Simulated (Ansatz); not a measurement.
**Geometry relaxation, with input and output: Ta12C (part 2 of 2)**

Ta12C (slab, 13 atoms in the cell); DFT PBE, scalar-relativistic, plane waves, PAW, PAW set soft_1, no spin polarisation (Ansatz 0.2.0); cutoff 420 eV, 5×5×1 k-mesh, Gaussian smearing of 0.1 eV. The structure derives from an entry of the Crystallography Open Database. The input holds or restrains some coordinates.

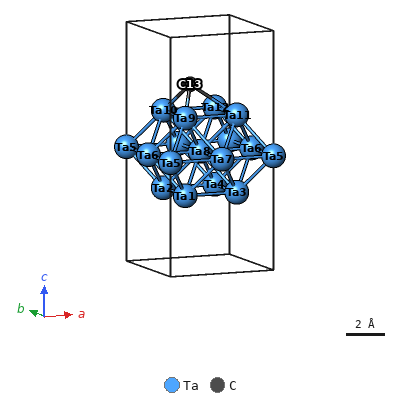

*The geometry at step 3 of the log (ball-and-stick view of the cell of the calculation, with the vacuum cut short, seen slightly off an axis; atoms are numbered from 1 in the order of the input).*

Output, continued
```
  k-point 0: bands = ["-65.4107", "-65.4018", "-65.3413", "-65.3132", "-65.2939", "-65.2629", "-65.2304", "-65.0421", "-65.0213", "-65.0132", "-64.9867", "-64.2623", "-32.1715", "-32.1485", "-32.1364", "-32.1348", "-32.0664", "-32.0579", "-32.0540", "-31.9983", "-31.9970", "-31.9246", "-31.8991", "-31.8917", "-31.8885", "-31.8561", "-31.7343", "-31.6233", "-31.6213", "-31.5693", "-31.5407", "-31.5343", "-31.5310", "-31.4840", "-31.4829", "-31.4158", "-31.4157", "-31.4083", "-31.3517", "-31.3428", "-31.3371", "-31.2519", "-31.2342", "-31.2291", "-31.2099", "-30.8344", "-30.8005", "-30.7793", "-5.7734", "-4.4450", "-2.4184", "-1.6196", "-1.6020", "-1.5843", "-1.2702", "-1.2342", "-1.1439", "-0.9652", "-0.4199", "-0.3261", "-0.1909", "-0.1366", "-0.1107", "0.0571", "0.7442", "1.1040", "1.1143", "1.6027", "1.6715", "1.7221", "1.8982", "2.0599", "2.0915", "2.2576", "2.2592", "2.3921", "2.4250", "2.4619", "2.5793", "2.9093", "3.1742", "3.1798", "3.2595", "3.3050", "3.3116", "3.3213", "3.4058", "3.5300", "3.6179", "4.1441", "4.3285", "4.4166", "4.5446", "4.6391", "4.9189", "4.9580"]
  k-point 1: bands = ["-65.4094", "-65.4020", "-65.3424", "-65.3107", "-65.2943", "-65.2638", "-65.2318", "-65.0399", "-65.0217", "-65.0124", "-64.9893", "-64.2624", "-32.1530", "-32.1312", "-32.1204", "-32.0989", "-32.0525", "-32.0420", "-32.0259", "-32.0008", "-31.9541", "-31.9274", "-31.9069", "-31.8948", "-31.8616", "-31.8575", "-31.7520", "-31.6195", "-31.5992", "-31.5823", "-31.5621", "-31.5578", "-31.5313", "-31.5275", "-31.4809", "-31.4533", "-31.4242", "-31.3991", "-31.3458", "-31.3365", "-31.3323", "-31.2881", "-31.2725", "-31.2367", "-31.2175", "-30.8404", "-30.8110", "-30.7821", "-5.7276", "-4.2387", "-2.2312", "-1.9291", "-1.4060", "-1.3488", "-1.2308", "-1.0579", "-0.9679", "-0.8315", "-0.3182", "-0.2480", "-0.0908", "-0.0615", "0.0086", "0.2612", "0.8316", "1.0176", "1.1925", "1.3582", "1.4606", "1.5933", "1.7045", "1.8337", "2.0377", "2.2449", "2.3237", "2.4363", "2.5059", "2.5848", "2.6799", "2.7134", "2.8373", "2.9127", "3.1567", "3.3141", "3.3953", "3.4209", "3.4775", "3.6154", "3.6772", "3.7957", "4.1645", "4.2638", "4.5374", "4.6490", "4.6737", "4.8804"]
  k-point 2: bands = ["-65.4069", "-65.4026", "-65.3442", "-65.3046", "-65.2971", "-65.2648", "-65.2342", "-65.0345", "-65.0258", "-65.0078", "-64.9952", "-64.2625", "-32.1128", "-32.0980", "-32.0875", "-32.0631", "-32.0263", "-32.0104", "-32.0071", "-31.9812", "-31.9373", "-31.9229", "-31.8653", "-31.8503", "-31.8350", "-31.7997", "-31.7509", "-31.7122", "-31.7063", "-31.6365", "-31.5605", "-31.5312", "-31.5223", "-31.5144", "-31.4830", "-31.4714", "-31.4431", "-31.4014", "-31.3845", "-31.3790", "-31.3553", "-31.3236", "-31.3203", "-31.2401", "-31.2162", "-30.8655", "-30.8180", "-30.7825", "-5.6609", "-3.6404", "-2.7644", "-1.7755", "-1.3335", "-0.8919", "-0.7888", "-0.6171", "-0.5679", "-0.5076", "-0.4149", "-0.1137", "-0.0726", "0.2549", "0.2910", "0.6486", "0.7945", "0.8614", "0.9416", "1.0395", "1.2423", "1.4307", "1.6858", "1.8304", "1.9061", "2.0725", "2.1324", "2.1715", "2.3618", "2.4504", "2.6729", "2.7654", "2.9401", "3.0074", "3.0993", "3.2118", "3.3121", "3.4378", "3.6147", "3.6453", "3.6998", "3.7693", "3.8569", "3.9391", "4.0769", "4.2792", "4.3868", "4.4004"]
  k-point 8: bands = ["-65.4034", "-65.4025", "-65.3476", "-65.2975", "-65.2948", "-65.2708", "-65.2376", "-65.0261", "-65.0203", "-65.0148", "-65.0023", "-64.2626", "-32.0684", "-32.0629", "-32.0176", "-31.9601", "-31.9565", "-31.9314", "-31.9187", "-31.9020", "-31.8832", "-31.8668", "-31.8474", "-31.8343", "-31.8221", "-31.7964", "-31.7794", "-31.7346", "-31.7274", "-31.6747", "-31.6674", "-31.6576", "-31.6477", "-31.5354", "-31.5015", "-31.4828", "-31.4550", "-31.4119", "-31.3854", "-31.3764", "-31.3571", "-31.3464", "-31.3275", "-31.3232", "-31.2986", "-30.8677", "-30.8559", "-30.7921", "-5.6043", "-2.7899", "-2.0079", "-1.9493", "-1.3368", "-0.9189", "-0.5203", "-0.3561", "-0.0510", "0.1525", "0.1668", "0.4249", "0.4747", "0.6588", "0.7079", "0.7625", "0.8195", "0.9046", "1.1557", "1.1747", "1.2227", "1.2490", "1.3491", "1.6174", "1.6633", "1.7212", "1.8458", "1.9938", "2.0248", "2.2601", "2.5630", "2.5983", "2.7915", "2.9294", "2.9567", "3.0394", "3.1416", "3.1982", "3.2189", "3.2338", "3.5319", "3.6407", "3.6679", "3.6895", "3.7764", "4.1239", "4.1773", "4.1993"]
--- Relaxed structure (4 steps of the walk, 4 accepted, 0 SCFs on fresh bases) ---
  F+E_penalty+E_count = -119432.79146688 eV   max|allowed force component| = 8.954e-4 eV/Å
  atoms:
    - { symbol: Ta, position: [0.25, 0.25, 0.2032997296] }
    - { symbol: Ta, position: [0.25, 0.75, 0.2032997296] }
    - { symbol: Ta, position: [0.75, 0.25, 0.2032997296] }
    - { symbol: Ta, position: [0.75, 0.75, 0.2032997296] }
    - { symbol: Ta, position: [0.0, 0.0, 0.3094166865] }
    - { symbol: Ta, position: [0.0, 0.5, 0.3094166865] }
    - { symbol: Ta, position: [0.5, 0.0, 0.3094166865] }
    - { symbol: Ta, position: [0.5, 0.5, 0.3094166865] }
    - { symbol: Ta, position: [0.25, 0.25, 0.4155132774] }
    - { symbol: Ta, position: [0.25, 0.75, 0.4155132774] }
    - { symbol: Ta, position: [0.75, 0.25, 0.4155132774] }
    - { symbol: Ta, position: [0.75, 0.75, 0.4155132774] }
    - { symbol: C, position: [0.33333333330000003, 0.33333333330000003, 0.5037572424584167] }
```

Trajectory as extended XYZ (Å, eV, eV/Å), 4 frames, from step=1 to step=4
```
13
Lattice="5.9724 0.0000 0.0000 0.0000 5.9724 0.0000 0.0000 0.0000 19.6754" Properties=species:S:1:pos:R:3:forces:R:3 step=1 energy=-119432.65715
Ta    1.4931    1.4931    4.0000    0.0200   0.0200   0.4173
Ta    1.4931    4.4793    4.0000    0.0180   0.0251   0.1128
Ta    4.4793    1.4931    4.0000    0.0251   0.0180   0.1128
Ta    4.4793    4.4793    4.0000   -0.0335  -0.0335  -0.1118
Ta    0.0000    0.0000    6.0879    0.1248   0.1248  -0.2110
Ta    0.0000    2.9862    6.0879   -0.2057   0.1749  -0.2681
Ta    2.9862    0.0000    6.0879    0.1749  -0.2057  -0.2681
Ta    2.9862    2.9862    6.0879    0.2048   0.2048  -0.3651
Ta    1.4931    1.4931    8.1754    0.4272   0.4272   1.7657
Ta    1.4931    4.4793    8.1754   -0.0388  -0.8616   0.5257
Ta    4.4793    1.4931    8.1754   -0.8616  -0.0388   0.5257
Ta    4.4793    4.4793    8.1754   -0.0519  -0.0519  -0.2584
C     1.9908    1.9908   10.0354    0.1965   0.1965  -1.9791
13
Lattice="5.9724 0.0000 0.0000 0.0000 5.9724 0.0000 0.0000 0.0000 19.6754" Properties=species:S:1:pos:R:3:forces:R:3 step=2 energy=-119432.78749
Ta    1.4931    1.4931    4.0000    0.0253   0.0253   0.4363
Ta    1.4931    4.4793    4.0000    0.0145   0.0307   0.1235
Ta    4.4793    1.4931    4.0000    0.0307   0.0145   0.1235
Ta    4.4793    4.4793    4.0000   -0.0309  -0.0309  -0.1027
Ta    0.0000    0.0000    6.0879    0.1548   0.1548  -0.2132
Ta    0.0000    2.9862    6.0879   -0.2168   0.1989  -0.2725
Ta    2.9862    0.0000    6.0879    0.1989  -0.2168  -0.2725
Ta    2.9862    2.9862    6.0879    0.2151   0.2151  -0.4223
Ta    1.4931    1.4931    8.1754   -0.0686  -0.0686   0.2218
Ta    1.4931    4.4793    8.1754   -0.0166  -0.9262   0.5453
Ta    4.4793    1.4931    8.1754   -0.9262  -0.0166   0.5453
Ta    4.4793    4.4793    8.1754   -0.0621  -0.0621  -0.3100
C     1.9908    1.9908    9.9314    0.6825   0.6825  -0.3994
13
Lattice="5.9724 0.0000 0.0000 0.0000 5.9724 0.0000 0.0000 0.0000 19.6754" Properties=species:S:1:pos:R:3:forces:R:3 step=3 energy=-119432.79140
Ta    1.4931    1.4931    4.0000    0.0269   0.0269   0.4408
Ta    1.4931    4.4793    4.0000    0.0144   0.0314   0.1252
Ta    4.4793    1.4931    4.0000    0.0314   0.0144   0.1252
Ta    4.4793    4.4793    4.0000   -0.0308  -0.0308  -0.1010
Ta    0.0000    0.0000    6.0879    0.1623   0.1623  -0.2117
Ta    0.0000    2.9862    6.0879   -0.2180   0.2028  -0.2727
Ta    2.9862    0.0000    6.0879    0.2028  -0.2180  -0.2727
Ta    2.9862    2.9862    6.0879    0.2166   0.2166  -0.4346
Ta    1.4931    1.4931    8.1754   -0.2146  -0.2146  -0.2212
Ta    1.4931    4.4793    8.1754   -0.0098  -0.9394   0.5454
Ta    4.4793    1.4931    8.1754   -0.9394  -0.0098   0.5454
Ta    4.4793    4.4793    8.1754   -0.0650  -0.0650  -0.3201
C     1.9908    1.9908    9.9091    0.8234   0.8234   0.0534
13
Lattice="5.9724 0.0000 0.0000 0.0000 5.9724 0.0000 0.0000 0.0000 19.6754" Properties=species:S:1:pos:R:3:forces:R:3 step=4 energy=-119432.79147
Ta    1.4931    1.4931    4.0000    0.0267   0.0267   0.4406
Ta    1.4931    4.4793    4.0000    0.0145   0.0312   0.1248
Ta    4.4793    1.4931    4.0000    0.0312   0.0145   0.1248
Ta    4.4793    4.4793    4.0000   -0.0309  -0.0309  -0.1014
Ta    0.0000    0.0000    6.0879    0.1618   0.1618  -0.2118
Ta    0.0000    2.9862    6.0879   -0.2175   0.2020  -0.2726
Ta    2.9862    0.0000    6.0879    0.2020  -0.2175  -0.2726
Ta    2.9862    2.9862    6.0879    0.2161   0.2161  -0.4333
Ta    1.4931    1.4931    8.1754   -0.1977  -0.1977  -0.1703
Ta    1.4931    4.4793    8.1754   -0.0106  -0.9377   0.5449
Ta    4.4793    1.4931    8.1754   -0.9377  -0.0106   0.5449
Ta    4.4793    4.4793    8.1754   -0.0647  -0.0647  -0.3190
C     1.9908    1.9908    9.9116    0.8068   0.8068   0.0009
```

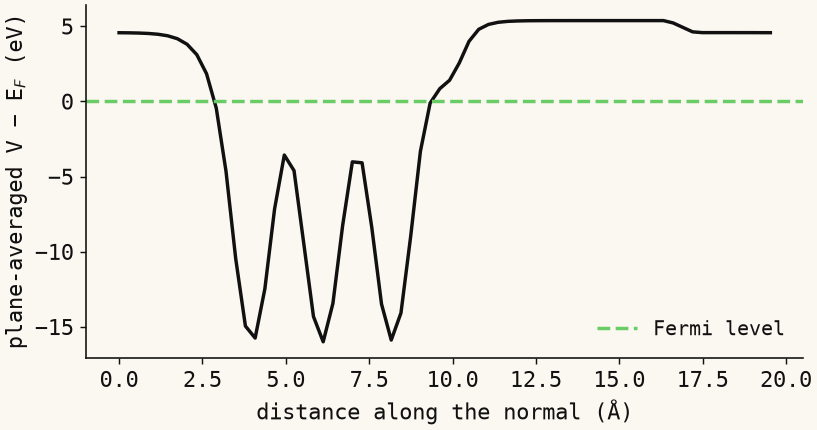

*Plane average of the electrostatic potential energy of an electron across the cell, from the Fermi level.*

The vacuum level lies 5.38 eV above the Fermi level on the upper side and 4.58 eV on the lower.

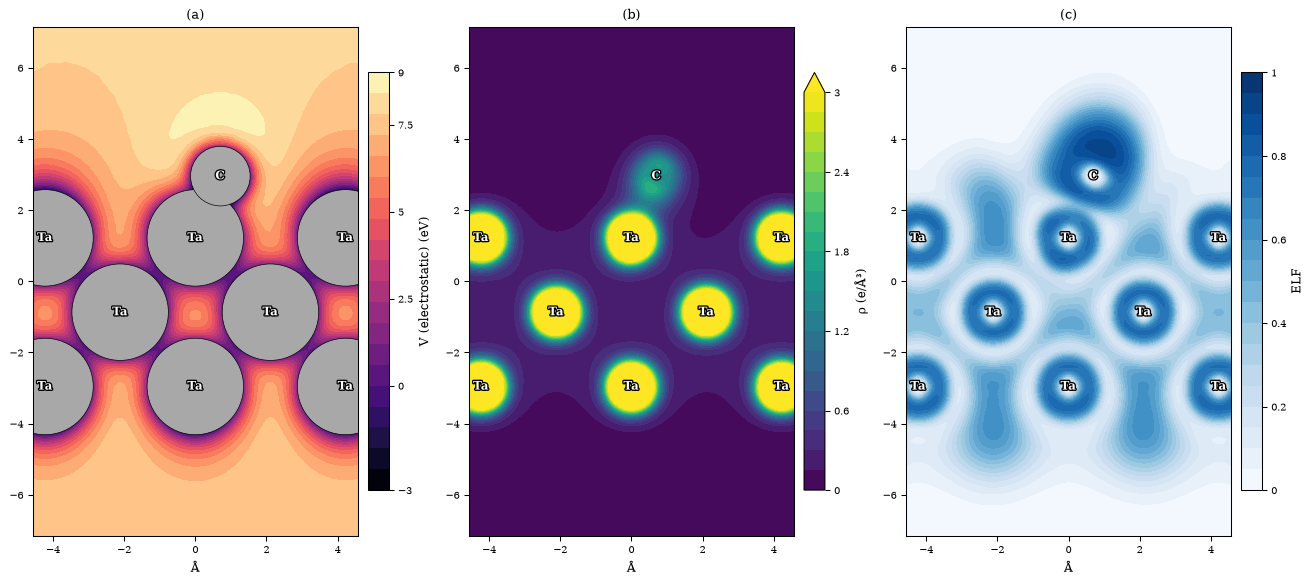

*(a) electrostatic potential energy of an electron; (b) valence charge density (pseudo); (c) electron localisation function on the (11̄0) plane of the calculation cell, a cut from vacuum to vacuum. Grey discs, where drawn, cover atomic cores.*

Atoms in the plane: Ta and C. Ta–C (1.87 Å): ρ is about 1.4 e/Å³ halfway; the ELF peaks at about 0.80 in the valence shell of C, 0.6 Å from its nucleus, and drops to about 0.45 between the two atoms. Ta–Ta (2.97 Å): ρ at the midpoint is about 0.25 e/Å³; the ELF is about 0.25 at the midpoint (no shared electron pair). The density dies away to nearly zero in the vacuum. The strong features right at Ta lie inside the PAW spheres (semicore, d or f shells) and say nothing about bonding. Core electrons are frozen (PAW), so the fields are smoothed inside the atomic spheres.

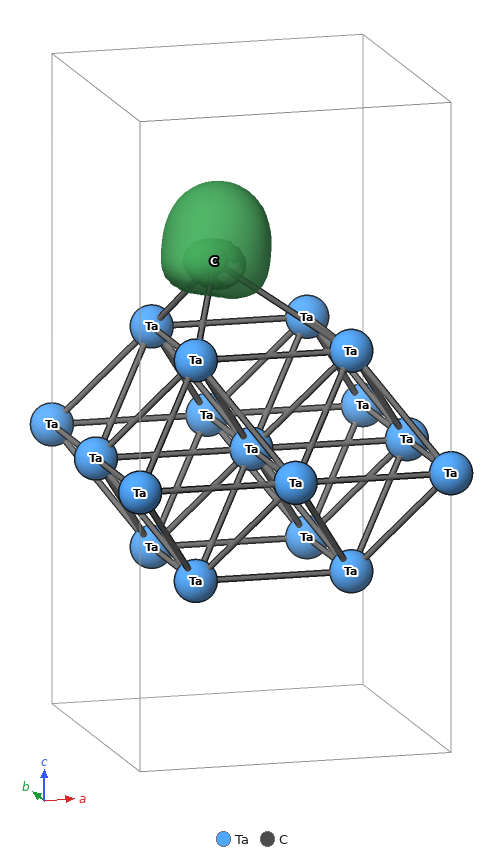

*Isosurface of the ELF at 0.75 (green), seen slightly off an axis. Only the valence region is drawn (cores and ρ < 0.01 e/Å³ removed). Sticks mark near contacts.*

Counts are for one cell; the picture repeats the cell along the surface. Along the contacts the grid gives the following. Ta–C (1.87 Å): the ELF peaks at about 0.80 in the valence shell of C, 0.6 Å from its nucleus, and drops to about 0.45 between the two atoms. Ta–Ta (2.97 Å): the ELF is about 0.25 at the midpoint; no shared electron pair.

The run was set up as follows.

Input file
```yaml
crystal:
  lattice:
    - [5.9723607044, 0.0, 0.0]
    - [0.0, 5.9723607044, 0.0]
    - [0.0, 0.0, 19.6753827862]
  atoms:
    - { symbol: Ta, position: [0.25, 0.25, 0.2032997296] }
    - { symbol: Ta, position: [0.25, 0.75, 0.2032997296] }
    - { symbol: Ta, position: [0.75, 0.25, 0.2032997296] }
    - { symbol: Ta, position: [0.75, 0.75, 0.2032997296] }
    - { symbol: Ta, position: [0.0, 0.0, 0.3094166865] }
    - { symbol: Ta, position: [0.0, 0.5, 0.3094166865] }
    - { symbol: Ta, position: [0.5, 0.0, 0.3094166865] }
    - { symbol: Ta, position: [0.5, 0.5, 0.3094166865] }
    - { symbol: Ta, position: [0.25, 0.25, 0.4155132774] }
    - { symbol: Ta, position: [0.25, 0.75, 0.4155132774] }
    - { symbol: Ta, position: [0.75, 0.25, 0.4155132774] }
    - { symbol: Ta, position: [0.75, 0.75, 0.4155132774] }
    - { symbol: C, position: [0.3333333333, 0.3333333333, 0.5100476517] }
basis:
  ecutwfc: 420
kpoints:
  mp_grid: { grid: [5, 5, 1] }
hamiltonian:
  xc: pbe
  pseudopotentials: { kind: paw, azcp: { folder: soft_1 } }
scf:
  occupations: { method: gaussian, width: 0.1 }
output:
  forces: true
  eigenvalues: true
  write_density: true
  write_potential: true
  elf: true
  volumetric_format: npy
relax:
  adjacent_minimum: "off"
  f_tol: 0.025
  max_steps: 16
  constraints:
    - { sites: [0, 1, 2, 3, 4, 5, 6, 7, 8, 9, 10, 11] }
    - { sites: [12], fix: xy }
efield:
  axis: 3
  dipole_correction: true
  ramp_width: 0.04
```

Launched with:
```bash
ansatz run input.yaml --threads 4 --pin off --max-ram 12288MiB --backend cpu --events-out ev --progress --plain --runs-dir out
```

Results in brief

| quantity | value |
| --- | --- |
| outcome | converged under the restraints of the input |
| electrons treated | 160 |
| free energy | −119432.7915 eV |
| work function, top face | 5.38 eV |
| work function, bottom face | 4.58 eV |
| Fermi energy | 2.796 eV |
| gap on the k-point mesh | none (metallic) |
| final volume | 701.80 Å³ |
| work function (upper face) | 5.38 eV |
| largest force (length of the vector) at the end, held atoms and coordinates included | 1.141 eV/Å |
| hardware | 4 threads of Intel Xeon @ 2.50GHz (Skylake/Cascade Lake), 64 GiB of memory available, shared host |
| wall time | 64 s (CPU time 4.1 min) |
| peak memory | 1.7 GiB |

Remarks

The program warns: the exchange-correlation potential is rough where the density is thin. Spin–orbit coupling is left out, which matters for Ta.
